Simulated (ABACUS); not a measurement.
Single-point calculation at one volume of an equation of state of NiSi2 (part 3 of 3)

NiSi2 (Fm-3m, 3 atoms in the cell); Kohn-Sham DFT of a periodic cell, PBE, PseudoDojo NC SR 0.4.1 PBE standard, spin-polarised (ABACUS 3.10.1); cutoff 1360.57 eV, 9×9×9 k-mesh, fermi-dirac of 0.05 eV, collinear spins. The structure derives from an entry of the Crystallography Open Database. It belongs to a series of runs on one base structure; here: volume scaled by 1.04.

Geometry of the input (Å; fractional positions):
```
0.0000  2.7386  2.7386
2.7386  0.0000  2.7386
2.7386  2.7386  0.0000
Ni 0.0000  0.0000  0.0000
Si 0.7500  0.7500  0.7500
Si 0.2500  0.2500  0.2500
```

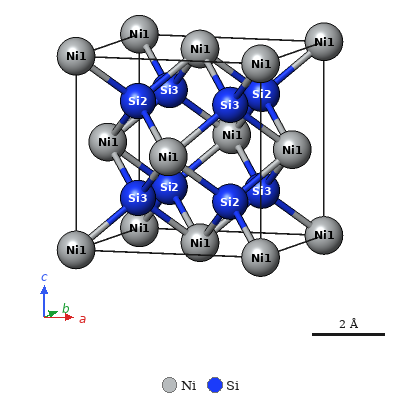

**Figure 1.** The structure as given in the input (ball-and-stick view of the cell 4 times as large as that of the calculation, set on its symmetry axes, seen slightly off an axis; atoms are numbered from 1 in the order of the input).

Results in brief

| quantity | value |
| --- | --- |
| outcome | converged |
| space group (tolerance 0.01 Å) | Fm-3m (225) |
| electrons treated | 26 |
| free energy | −4796.8105 eV |
| Fermi energy | 12.743 eV |
| gap on the k-point mesh | none (metallic) |
| net moment of the cell | 0.00 μB |
| integrated absolute moment | 0.00 μB |
| pressure | −0.32 GPa |
| largest force (length of the vector) | under 0.001 eV/Å |
| wall time | 11 s (CPU time 44 s) |
| peak memory | 0.48 GiB |

Remarks

Points of doubt noted for this run: home made orbitals.
